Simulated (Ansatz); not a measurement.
## Run report: PtSe, single-point calculation (part 1 of 2)

The run: single-point calculation of PtSe (Fm-3m, 4 atoms in the cell). Method and program: DFT LDA+U, scalar-relativistic, plane waves, PAW, Ueff = 2 eV on Pt atom 1 d; Ueff = 2 eV on Pt atom 3 d, spin-polarised (Ansatz 0.2.0).

The structure was built on a prototype by a generator; it need not be a known phase. It belongs to a series of runs on one base structure; here: random orbitals: harmonics, high filling.

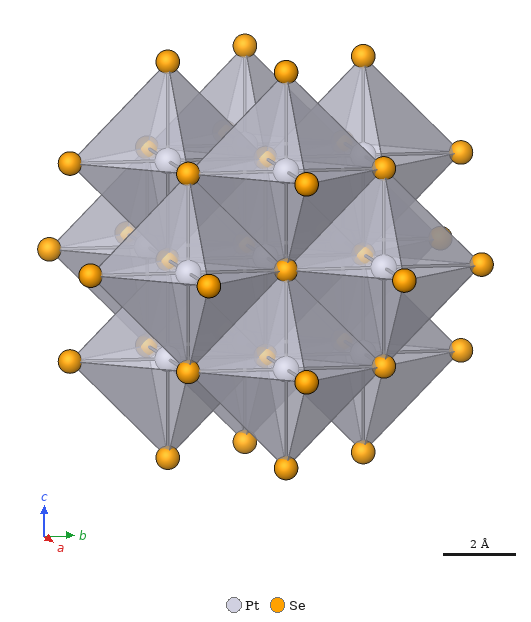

*The structure (polyhedral view of the cell 2 times as large as that of the calculation, set on its symmetry axes, seen slightly off an axis; polyhedra are completed across the faces of the cell). An atom can appear more than once, as a periodic image.*

**The input**
```yaml
crystal:
  lattice:
    - [0.0, 2.79841113, 2.79841113]
    - [5.59682226, 2.79841113, 2.79841113]
    - [5.59682226, 5.59682226, 0.0]
  atoms:
    - { symbol: Pt, position: [0.5, 0.5, 0.0], spin: 2.0 }
    - { symbol: Se, position: [0.0, 0.0, 0.0] }
    - { symbol: Pt, position: [0.5, 0.5, 0.5], spin: -2.0 }
    - { symbol: Se, position: [0.0, 0.0, 0.5] }
basis:
  ecutwfc: 420
  ecutrho_ratio: 4
kpoints:
  mp_grid: { grid: [6, 6, 6] }
hamiltonian:
  xc: lda
  hubbard:
    sites:
      - { site: 0, l: d, u_eff: 2.0, starting_ns: [{ spin: up, occupation_matrix: s0up }, { spin: down, occupation_matrix: s0down }] }
      - { site: 2, l: d, u_eff: 2.0, starting_ns: [{ spin: up, occupation_matrix: s2up }, { spin: down, occupation_matrix: s2down }] }
    occupation_matrices:
      s0up:
        matrix:
          - [0.97, 0.0, 0.0, 0.0, 0.0]
          - [0.0, 0.97, 0.0, 0.0, 0.0]
          - [0.0, 0.0, 0.97, 0.0, 0.0]
          - [0.0, 0.0, 0.0, 0.97, 0.0]
          - [0.0, 0.0, 0.0, 0.0, 0.97]
      s0down:
        matrix:
          - [0.97, 0.0, 0.0, 0.0, 0.0]
          - [0.0, 0.02, 0.0, 0.0, 0.0]
          - [0.0, 0.0, 0.97, 0.0, 0.0]
          - [0.0, 0.0, 0.0, 0.02, 0.0]
          - [0.0, 0.0, 0.0, 0.0, 0.97]
      s2up:
        matrix:
          - [0.97, 0.0, 0.0, 0.0, 0.0]
          - [0.0, 0.02, 0.0, 0.0, 0.0]
          - [0.0, 0.0, 0.97, 0.0, 0.0]
          - [0.0, 0.0, 0.0, 0.02, 0.0]
          - [0.0, 0.0, 0.0, 0.0, 0.97]
      s2down:
        matrix:
          - [0.97, 0.0, 0.0, 0.0, 0.0]
          - [0.0, 0.97, 0.0, 0.0, 0.0]
          - [0.0, 0.0, 0.97, 0.0, 0.0]
          - [0.0, 0.0, 0.0, 0.97, 0.0]
          - [0.0, 0.0, 0.0, 0.0, 0.97]
    ns_hold: { iters: 5 }
scf:
  occupations: { method: gaussian, width: 0.05 }
  lower_state_search: "off"
  max_iter: 150
output:
  forces: true
  stress: true
  eigenvalues: true
  populations: true
  hubbard: { sites: [{ site: 0, l: d }, { site: 2, l: d }] }
  write_density: true
  write_potential: true
  elf: true
  volumetric_format: npy
magnetization:
  spin_polarized: true
```

Launch command:
```bash
ansatz run input.yaml --threads 2 --pin off --max-ram 3072MiB --backend cpu --events-out ev --progress --plain --runs-dir out
```

**What the program printed**
```
Warning: crystal.symmetry: narrowed to the stabiliser of the occupation matrices — unitary ops 16 → 8, anti-unitary 16 → 8; lowered by the specified shells (site 0, l: d), (site 2, l: d); largest admitted image defect 4.4e-16, smallest excluded 9.5e-1 — at a splitting's scale: the group the occupation matrices' own texture admits
Pt: projections on atomic orbitals take those of the free atom [Kr 4d10 4f14] 5s2 5p6 5d9 6s1, of charge +0.00 (hamiltonian.pseudopotentials.projection_atoms); the dataset's partial waves leave at most 9.1e-5 of an orbital's norm unspanned inside its sphere
Se: projections on atomic orbitals take those of the free atom [Ar] 3d10 4s2 4p4, of charge +0.00 (hamiltonian.pseudopotentials.projection_atoms); the dataset's partial waves leave at most 2.3e-6 of an orbital's norm unspanned inside its sphere
Engine: ansatz 0.2.0, aarch64-unknown-linux-gnu
Pseudopotentials: kind: paw
Pseudopotential: Pt, paw, valence charge 18, recommended cutoff 420 eV (normal), Pt.paw.azcp
Pseudopotential: Se, paw, valence charge 16, recommended cutoff 420 eV (normal), Se.paw.azcp
Functional definition: SPW92
  exchange = slater_x
  correlation = pw_c
Crystal: 4 atoms, lattice volume = 87.659 Å³
Basis set: ecut = 420 eV, 1715 PW (Γ)
Bands: 44, of which v1, the nominal top of the filled ones, is band 34 counted from 1 (33 counted from 0)
Symmetry: 8 space group operations
k-points: 52 of 216
Non-local potential: Pt, projectors of the file, l = 0: 3, l = 1: 2, l = 2: 2, l = 3: 1
Non-local potential: Se, projectors of the file, l = 0: 2, l = 1: 2, l = 2: 3, l = 3: 1
PAW form: soft (Blöchl's): semilocal exchange-correlation on the pseudo side does not see the compensation charge
PAW frozen core: Pt, regenerated for the run's functional, and the local potential with it (the file was generated under x = pbe(κ = 0.804, μ = 0.2195149727645171), c = pbe(β = 0.06672455060314922))
PAW frozen core: Se, regenerated for the run's functional, and the local potential with it (the file was generated under x = pbe(κ = 0.804, μ = 0.2195149727645171), c = pbe(β = 0.06672455060314922))
PAW one-centre angular grid: Pt, 590 points (default); XC on 64 Gauss nodes
PAW one-centre angular grid: Se, 590 points (default); XC on 64 Gauss nodes
Initial density: superposition of atomic densities (chi_scale 0.1, normalization cell)
Starting moments: Σ|m| = 4 μB on 2 of 4 sites
Initial wavefunctions: pseudopotential atomic-orbital guess
Functional: x = slater, c = lda
SCF iter   1: F=—  HF=-35250.787224 eV  |F-HF|=—  |Δ(HF+E_count)|=         —  Δρ=5.78e-2 (↑5.78e-2 ↓5.78e-2)  dr2=2.48e0  dr2_m=2.06e0  M=0.000 μB ∫|m|=1.780 μB  β_m=0.30  ethr=3.10e-3  ⟨swp⟩=5.0  Hψ=7741  notcnv=0  defer=2
preconditioner: auto → Kerker (q_TF=auto, 2.615 Å⁻¹)  [metal: Δε(μ)=0.002 eV  Ē_g=9.647 eV  σ=0.050 eV  W_gap=0.03  n_scr=28 (ndim 8)  ℏωp=22.4 eV  f_vac=0.004  D(μ)=5.78/eV (n_scr^D=58)]
spin=Collinear: Kerker preconditioning applied to the charge; magnetization (m = ρ↑ − ρ↓) channel mixes plain (no charge-response kernel on spin).
SCF iter   2: F=—  HF=-35250.608309 eV  |F-HF|=—  |Δ(HF+E_count)|=   1.79e-1  Δρ=4.25e-2 (↑4.25e-2 ↓4.25e-2)  dr2=5.99e-1  dr2_m=1.24e0  M=0.000 μB ∫|m|=1.477 μB  β_m=0.30  ethr=3.10e-3  ⟨swp⟩=2.0  Hψ=2944  notcnv=0  defer=102
SCF iter   3: F=—  HF=-35250.614653 eV  |F-HF|=—  |Δ(HF+E_count)|=   6.34e-3  Δρ=3.12e-2 (↑3.12e-2 ↓3.12e-2)  dr2=6.62e-2  dr2_m=7.49e-1  M=0.000 μB ∫|m|=1.246 μB  β_m=0.30  ethr=8.81e-4  ⟨swp⟩=2.0  Hψ=2923  notcnv=0  defer=196
SCF iter   4: F=—  HF=-35250.684186 eV  |F-HF|=—  |Δ(HF+E_count)|=   6.95e-2  Δρ=2.21e-2 (↑2.21e-2 ↓2.21e-2)  dr2=4.33e-3  dr2_m=3.92e-1  M=0.000 μB ∫|m|=1.209 μB  β_m=0.30  ethr=9.74e-5  ⟨swp⟩=2.5  Hψ=4049  notcnv=0  defer=213
SCF iter   5: F=—  HF=-35250.726681 eV  |F-HF|=—  |Δ(HF+E_count)|=   4.25e-2  Δρ=1.64e-2 (↑1.64e-2 ↓1.64e-2)  dr2=1.12e-3  dr2_m=2.16e-1  M=0.000 μB ∫|m|=1.154 μB  β_m=0.30  ethr=6.36e-6  ⟨swp⟩=2.2  Hψ=3243  notcnv=0  defer=213
SCF iter   6: F=—  HF=-35250.750617 eV  |F-HF|=—  |Δ(HF+E_count)|=   2.39e-2  Δρ=1.21e-2 (↑1.21e-2 ↓1.21e-2)  dr2=4.64e-4  dr2_m=1.17e-1  M=0.000 μB ∫|m|=1.125 μB  β_m=0.30  ethr=1.65e-6  ⟨swp⟩=2.1  Hψ=3821  notcnv=0  defer=213
Mixer restart at iter 6: flushing history
SCF iter   7: F=—  HF=-35251.904354 eV  |F-HF|=—  |Δ(HF+E_count)|=         —  Δρ=1.26e-2 (↑1.26e-2 ↓1.26e-2)  dr2=4.21e-2  dr2_m=1.18e-1  M=0.000 μB ∫|m|=0.871 μB  β_m=0.30  ethr=6.83e-7  ⟨swp⟩=2.6  Hψ=3688  notcnv=0  defer=213
Mixer restart at iter 7: flushing history
spin-set hold released at iteration 7 (site moments contracting): the magnetisation degrees of freedom join the quasi-Newton model from the next iteration; the mixer history was flushed
SCF iter   8: F=—  HF=-35252.587687 eV  |F-HF|=—  |Δ(HF+E_count)|=   6.83e-1  Δρ=1.21e-2 (↑1.21e-2 ↓1.21e-2)  dr2=6.39e-2  dr2_m=1.02e-1  M=0.000 μB ∫|m|=0.705 μB  β_m=0.65  ethr=6.83e-7  ⟨swp⟩=2.0  Hψ=4509  notcnv=0  defer=210
SCF iter   9: F=—  HF=-35253.457881 eV  |F-HF|=—  |Δ(HF+E_count)|=   8.70e-1  Δρ=5.06e-3 (↑5.06e-3 ↓5.06e-3)  dr2=4.07e-2  dr2_m=1.18e-2  M=0.000 μB ∫|m|=0.242 μB  β_m=0.71  ethr=6.83e-7  ⟨swp⟩=4.0  Hψ=6128  notcnv=0  defer=210
SCF iter  10: F=—  HF=-35253.464015 eV  |F-HF|=—  |Δ(HF+E_count)|=   6.13e-3  Δρ=2.91e-3 (↑2.91e-3 ↓2.91e-3)  dr2=3.98e-3  dr2_m=5.94e-3  M=0.000 μB ∫|m|=0.183 μB  β_m=0.82  ethr=6.83e-7  ⟨swp⟩=3.3  Hψ=5670  notcnv=0  defer=216
SCF iter  11: F=—  HF=-35253.469039 eV  |F-HF|=—  |Δ(HF+E_count)|=   5.02e-3  Δρ=1.98e-3 (↑1.98e-3 ↓1.98e-3)  dr2=2.17e-3  dr2_m=2.62e-3  M=0.000 μB ∫|m|=0.115 μB  β_m=0.91  ethr=6.83e-7  ⟨swp⟩=2.0  Hψ=3863  notcnv=0  defer=216
SCF iter  12: F=—  HF=-35253.471577 eV  |F-HF|=—  |Δ(HF+E_count)|=   2.54e-3  Δρ=9.25e-4 (↑9.25e-4 ↓9.25e-4)  dr2=7.14e-4  dr2_m=5.57e-4  M=0.000 μB ∫|m|=0.053 μB  β_m=0.85  ethr=6.83e-7  ⟨swp⟩=2.0  Hψ=3858  notcnv=0  defer=216
SCF iter  13: F=—  HF=-35253.472072 eV  |F-HF|=—  |Δ(HF+E_count)|=   4.96e-4  Δρ=2.61e-4 (↑2.61e-4 ↓2.61e-4)  dr2=1.67e-5  dr2_m=4.33e-5  M=0.000 μB ∫|m|=0.014 μB  β_m=0.93  ethr=6.83e-7  ⟨swp⟩=2.0  Hψ=3543  notcnv=0  defer=216
SCF iter  14: F=—  HF=-35253.472241 eV  |F-HF|=—  |Δ(HF+E_count)|=   1.68e-4  Δρ=4.11e-5 (↑4.11e-5 ↓4.11e-5)  dr2=3.60e-6  dr2_m=5.21e-7  M=0.000 μB ∫|m|=0.001 μB  β_m=0.96  ethr=2.46e-8  ⟨swp⟩=2.0  Hψ=3861  notcnv=0  defer=216
SCF iter  15: F=—  HF=-35253.472241 eV  |F-HF|=—  |Δ(HF+E_count)|=   1.86e-7  Δρ=1.18e-5 (↑1.18e-5 ↓1.18e-5)  dr2=1.34e-7  dr2_m=8.42e-8  M=0.000 μB ∫|m|=0.000 μB  β_m=0.98  ethr=5.29e-9  ⟨swp⟩=2.0  Hψ=2622  notcnv=0  defer=216
iter 16 did not close the SCF: its close was put off for a magnetic moment that had not settled (scf_convergence_deferred on its scf_iter line)
SCF iter  16: F=-35253.472241 eV  HF=-35253.472241 eV  |F-HF|=9.90e-10  |Δ(HF+E_count)|=   1.19e-7  Δρ=2.37e-6 (↑2.37e-6 ↓2.37e-6)  dr2=3.33e-9  dr2_m=3.79e-9  M=0.000 μB ∫|m|=0.000 μB  β_m=0.99  ethr=1.47e-10  ⟨swp⟩=11.7  Hψ=13675  notcnv=0
iter 17 did not close the SCF: its close was put off for a magnetic moment that had not settled (scf_convergence_deferred on its scf_iter line)
SCF iter  17: F=-35253.472241 eV  HF=-35253.472241 eV  |F-HF|=3.20e-10  |Δ(HF+E_count)|=   5.56e-9  Δρ=4.80e-7 (↑4.80e-7 ↓4.80e-7)  dr2=4.96e-10  dr2_m=9.09e-11  M=0.000 μB ∫|m|=0.000 μB  β_m=1.00  ethr=4.89e-12  ⟨swp⟩=4.0  Hψ=11569  notcnv=0
SCF iter  18: F=-35253.472241 eV  HF=-35253.472241 eV  |F-HF|=7.28e-12  |Δ(HF+E_count)|=  6.55e-11  Δρ=1.18e-7 (↑1.18e-7 ↓1.18e-7)  dr2=1.73e-11  dr2_m=6.49e-12  M=0.000 μB ∫|m|=0.000 μB  ethr=1.00e-12  ⟨swp⟩=4.0  Hψ=9068  notcnv=0
WARN: the starting moments were not kept: the SCF closed with an absolute magnetisation of 7.3e-6 μB, where they sum to 4 μB in size (2 sites). That is at most 0.1 of that sum. Measured as dr2_m measures the in/out step, that magnetisation stands 5.3e-12 eV from none, at or under the dr2_threshold of 1.0e-7 eV: it is no larger than a step whose dr2_m would equal this threshold. The system may hold no moment; this SCF shows only that its start led to no more than that. To try another start: raise the starting moments (crystal.atoms[].spin, magnetization.per_species, magnetization.initial_magnetization, or on a non-collinear deck that types none of these the spinor_matrix: blocks that start its atoms; where the total moment is fixed, keep their sum and leave initial_magnetization as it is; typed ones take the place of any that the run laid by itself, positive ones on a crystal's lanthanoids without a Hubbard term where scf.initial_density.shell_occupations: [] is typed) or, if the notice of its spin-set hold's release reads "site moments contracting" or "site moments show no strong build", lengthen the hold (scf.mixing.spin_hold: { on: { confirm: 4 } }; for m-r²SCAN on two components see the key's manual first). Each may lead to a state that holds a moment. A second SCF, from the converged charge density, with the starting moments and any scf.initial_density.shell_occupations laid on it anew, would have followed, and was not run: the deck does not ask for one (magnetization.retry_lost_moments is false, the default). To let it run, set magnetization.retry_lost_moments: true and run the deck again, where that key's refused combinations let it; where memory then withholds it, that run's warning says so.
WARN: hamiltonian.hubbard: on 2 of 4 specified blocks the occupation matrix of this SCF's result fails the test of the specified filling. At site 0 ↓ (sites count from 0 in the list of atoms of the cell that this SCF solves) the least filled combination of the orbitals specified full has occupation 0.788, and the fullest combination of the orbitals specified empty has occupation 0.983; the filling counts as kept where the first is at least 0.75 and exceeds the second by more than 0.25. The same holds at site 2 ↑. The state of this SCF's result may not hold the specified filling, though these bounds can also misjudge a state that does. This warning does not say which state is lower in energy, or whether the specified filling is a self-consistent state at all; see hamiltonian.hubbard.sites[].starting_ns, Limitations, and scf.initial_density.shell_occupations in the input reference
SCF 1 converged in 18 iterations: F = -35253.472241 eV  dr2 = 1.73e-11
  greatest PAW one-centre occupation: 1.000 electrons in one spin orbital (limit 2), on the Se atom at site 3 (counted from 0), in its partial waves of l = 2
```

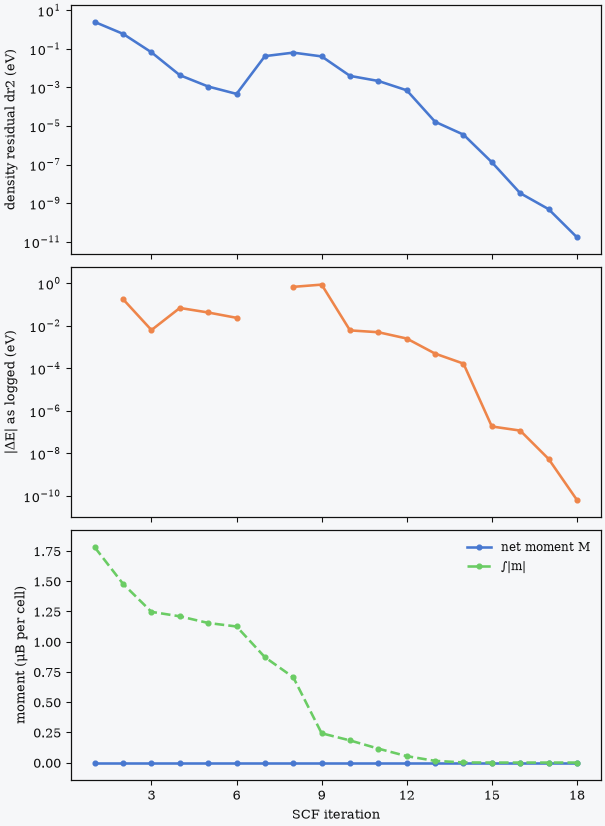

*Convergence of the self-consistent field: density residual dr2, size of the energy change and magnetic moment against the SCF iteration.*

The residual comes down, with one marked jump up, by a factor of about 90, at step 7. The net moment stays at 0.0 μB per cell, and ∫|m| falls to zero.
